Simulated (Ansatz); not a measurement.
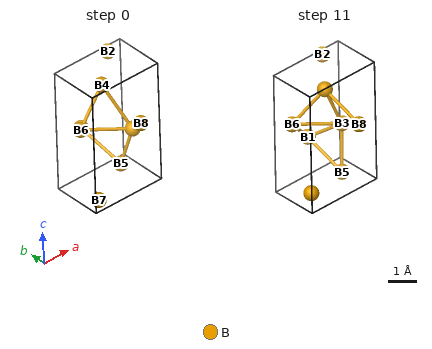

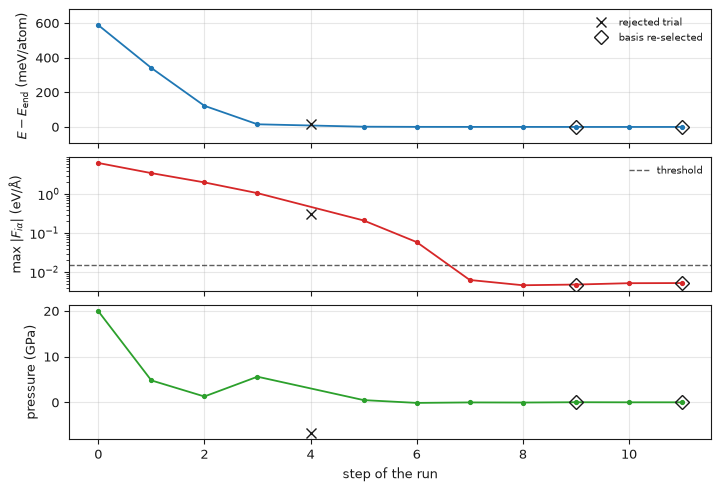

First and last geometry of a relaxation of crystalline B (built on the iodine_64 type) (coarse preliminary run), with the history of the run. The picture is a ball-and-stick view of the cell of the calculation, seen slightly off an axis.

Computed with Ansatz 0.2.0, DFT PBE, scalar-relativistic, plane waves, PAW.

The input:
```yaml
crystal:
  lattice:
    - [0.0057881999, -1.6893768724, -2.6621521436]
    - [-2.8947631819, 1.7547844014, -2.6970715599]
    - [2.8521703349, 1.7078098097, -2.6801084672]
  atoms:
    - { symbol: B, position: [0.3378939459, 0.9416863326, 0.4397616185] }
    - { symbol: B, position: [0.7739160554, 0.9272798843, 0.9753914678] }
    - { symbol: B, position: [0.8104790799, 0.3954457547, 0.4063571241] }
    - { symbol: B, position: [0.3954651255, 0.4464532734, 0.9028440011] }
    - { symbol: B, position: [0.7302995568, 0.6015377938, 0.0845927066] }
    - { symbol: B, position: [0.1228373381, 0.5679046974, 0.5665166424] }
    - { symbol: B, position: [0.089070986, 0.0790793412, 0.0729081081] }
    - { symbol: B, position: [0.7400379125, 0.0406129227, 0.5516283313] }
basis:
  ecutwfc: 420
kpoints:
  mp_grid: { grid: [8, 6, 6] }
hamiltonian:
  xc: pbe
scf:
  occupations: { method: gaussian, width: 0.1 }
output:
  forces: true
  stress: true
  eigenvalues: true
relax:
  adjacent_minimum: "off"
  f_tol: 0.015
  max_steps: 120
  cell: { stress_tol: 0.15 }
```

What do the curves and the structures tell?

Answer. It converged. The energy falls by 589 meV per atom in 8 accepted moves (11 points after the start). The largest force component goes from 6.3 to 0.0053 eV/Å. The pressure goes from 19.99 to 0.04 GPa. The line search rejected the trial step at point 4 of the run. At 2 points the geometry stayed and the basis and grid were re-selected for the new cell (energy shift of 0.3 meV per atom at most each time). The atom that moves furthest relative to the cell is B1 (0.42 Å along [3 −2 −2]). Cell: a 3.153 → 3.131 Å (−0.7 %), b 4.328 → 4.325 Å (−0.1 %), c 4.270 → 4.325 Å (+1.3 %), α 83.9° → 87.2°, γ 72.1° → 71.6°. Volume +0.1 %. Near-neighbour distances that change, for instance: B1–B3 2.173 → 2.759 Å, B1–B3 (another image) 2.366 → 1.799 Å, B2–B4 2.237 → 1.799 Å, B2–B4 (another image) 2.347 → 2.759 Å. Among the angles between lasting bonds that change: B3–B4–B7 113.6° → 149.0°, B4–B6–B8 117.1° → 149.0°, B4–B7–B8 121.5° → 149.0°. The space group (tolerance 0.01 Å) goes from P1 (No. 1) to Cmcm (No. 63).
